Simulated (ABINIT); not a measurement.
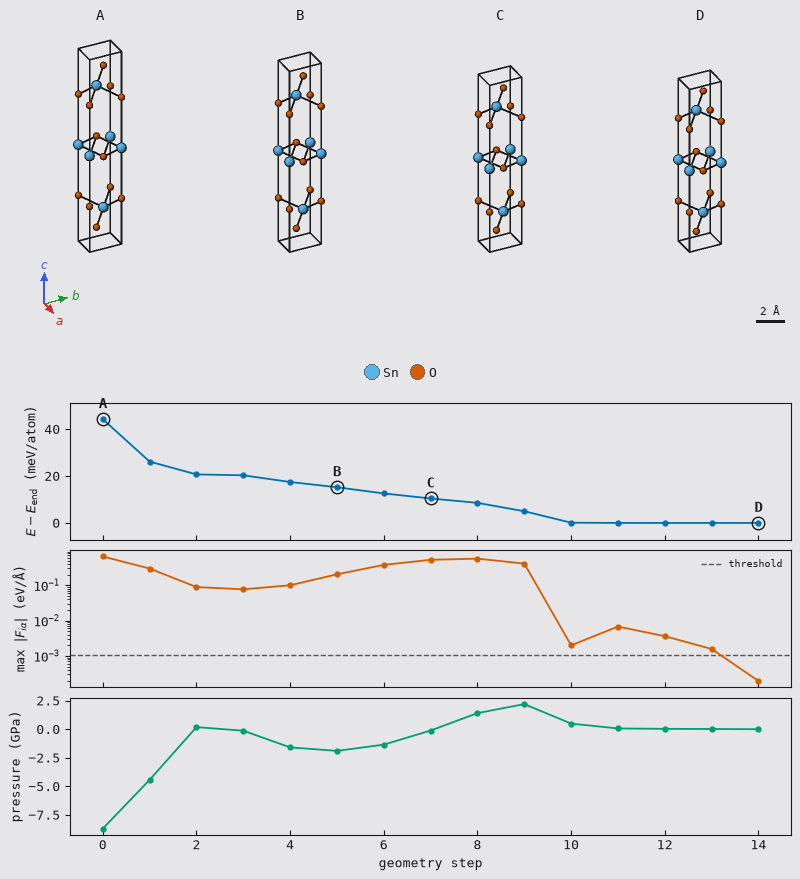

Frames of a relaxation of solid SnO₂ (set up in R-3m), marked on the history of the run. A ball-and-stick model of the conventional cell (3 times the calculation's cell), seen slightly off an axis. Lengths and directions refer to the drawn axes.

The run lets cell and atoms move.

All numbers below come from Kohn-Sham DFT of a periodic cell, LDA, PseudoDojo NC SR LDA v0.4.1 standard in ABINIT.

The input:
```
# Pseudopotentials
pp_dirpath "./"
pseudos "Sn.upf, O.upf"

# Structure
acell 3*1.0
rprim
     3.0558630302     1.7643033431     9.0718052197
    -3.0558630302     1.7643033431     9.0718052197
     0.0000000000    -3.5286066862     9.0718052197
ntypat 2
znucl 50 8
natom 3
typat 1 2 2
chkprim 0
chksymtnons 0
tolsym 1.0e-6
xred
            1/2            1/2            1/2
   0.7628300000   0.7628300000   0.7628300000
   0.2371700000   0.2371700000   0.2371700000

# Plane-wave basis
ecut 1142.878222 eV
ecutsm 0.5

# k points
kptopt 1
ngkpt 8 8 8
nshiftk 1
shiftk 0.0 0.0 0.0

# Exchange and correlation
ixc 7

# Bands and occupations
nband 17
occopt 3
tsmear 0.05 eV

# SCF cycle
nstep 80
tolvrs 1.0e-12

# Output
iomode 3
prteig 0
prtebands 0
prtwf 0
prtden 0

# Relaxation
ionmov 2
optcell 2
ntime 50
tolmxf 2.0e-5
dilatmx 1.08
```

Run as
```bash
mpirun --bind-to none -np 4 abinit run.abi > log 2>&1
```

> Describe the path.

The largest moves relative to the cell, 0.10 Å, are those of O atoms. Sn stays in place. Cell: a = b 3.234 → 3.215 Å (−0.6 %), c 14.402 → 12.169 Å (−15.5 %). Volume −16.5 %. Some distances before and after: O–Sn 2.125 → 2.089 Å. The space group stays R-3m (No. 166). Over 14 geometry steps the energy falls by 44.3 meV per atom. The largest force component goes from 0.66 to 0.00019 eV/Å. Pressure: −8.70 GPa at the start and 0.00 GPa at the end. From step 0 to 5: volume −7.2 %, energy −29.0 meV per atom. From step 5 to 7: O atoms move most (0.03 Å), volume −6.4 %, energy −4.8 meV per atom. From step 7 to 14: O atoms move most (0.06 Å), volume −3.9 %, energy −10.4 meV per atom.

| step | E − E(0), meV/atom | largest force component, eV/Å | pressure, GPa | volume, Å³/atom |
| --- | --- | --- | --- | --- |
| 0 | 0.00 | 0.6558 | -8.70 | 14.496 |
| 1 | -18.11 | 0.2982 | -4.43 | 14.113 |
| 2 | -23.56 | 0.0891 | 0.18 | 13.747 |
| 3 | -23.94 | 0.0770 | -0.13 | 13.753 |
| 4 | -26.79 | 0.1002 | -1.59 | 13.660 |
| 5 | -29.03 | 0.2047 | -1.90 | 13.449 |
| 6 | -31.68 | 0.3789 | -1.35 | 13.059 |
| 7 | -33.83 | 0.5269 | -0.12 | 12.592 |
| 8 | -35.70 | 0.5686 | 1.41 | 12.141 |
| 9 | -39.27 | 0.4124 | 2.20 | 11.869 |
| 10 | -44.16 | 0.0020 | 0.49 | 12.018 |
| 11 | -44.26 | 0.0068 | 0.07 | 12.104 |
| 12 | -44.27 | 0.0036 | 0.03 | 12.106 |
| 13 | -44.27 | 0.0016 | 0.02 | 12.104 |
| 14 | -44.27 | 0.0002 | 0.00 | 12.105 |
